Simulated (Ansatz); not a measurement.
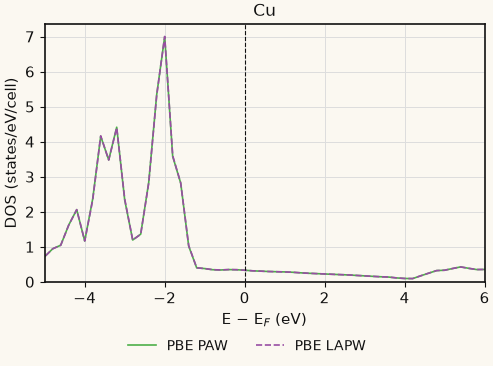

Total densities of states of Cu, space group Im-3m, 1 atom in the cell, by two methods on the same cell. Each is counted from its own Fermi level.

What changes from one method to the other?

Answer. PBE PAW gives a metal with about 0.33 states per eV and cell at the Fermi level and PBE LAPW gives a metal with about 0.33 states per eV and cell at the Fermi level.

Settings. PBE PAW: DFT, PBE, PAW with Ansatz's default frozen-core files, scalar-relativistic, no spin polarisation, 16×16×16 k mesh, 420 eV cutoff, Fermi-Dirac smearing of 0.08 eV (Ansatz). PBE LAPW: DFT, PBE, all-electron LAPW, scalar-relativistic, no spin polarisation, 16×16×16 k mesh, Fermi-Dirac smearing of 0.08 eV (Ansatz 0.2.0).
